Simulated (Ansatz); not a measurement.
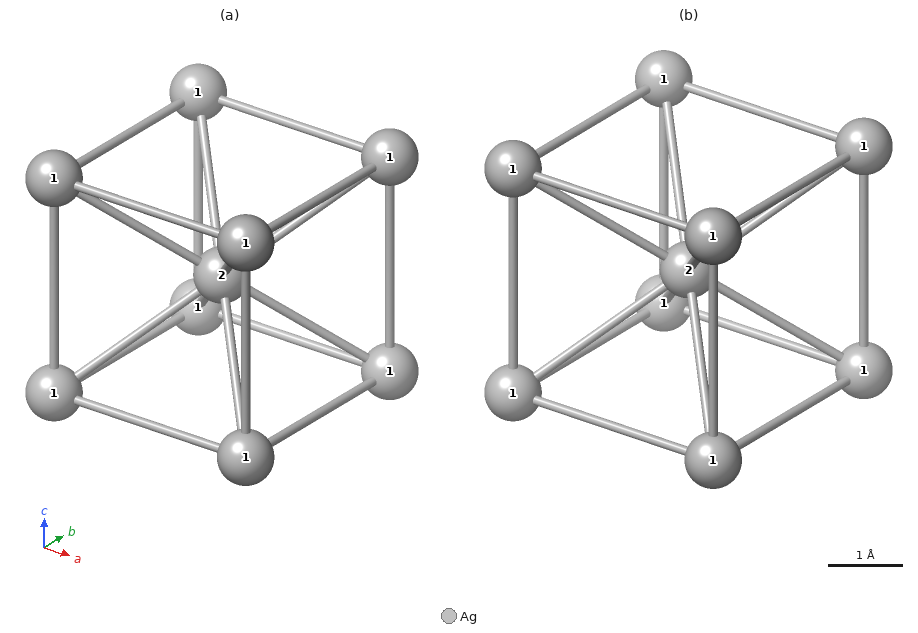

Left: a crystal of Ag (set up in Im-3m). Right: the same structure after one change, at the same scale. A ball-and-stick model of the cell of the calculation, seen from a free direction.

The calculation used DFT r2SCAN, scalar-relativistic, plane waves, PAW (Ansatz). Set-up: plane-wave cutoff 500 eV; k-point mesh 16 × 16 × 16; occupations gaussian; smearing width 0.1 eV; no spin polarisation.

**What was changed?**

Equal strain along all axes, +4.5 %, is applied. Symmetry leaves the atoms no freedom, so this is a single point.

**What does the change do?**

The energy rises by 83.7 meV per atom. The pressure goes from −0.2 to −9.2 GPa. All forces vanish by symmetry. Some distances before and after: Ag–Ag 3.269 → 3.416 Å, Ag–Ag 2.831 → 2.958 Å. The space group stays Im-3m (No. 229).
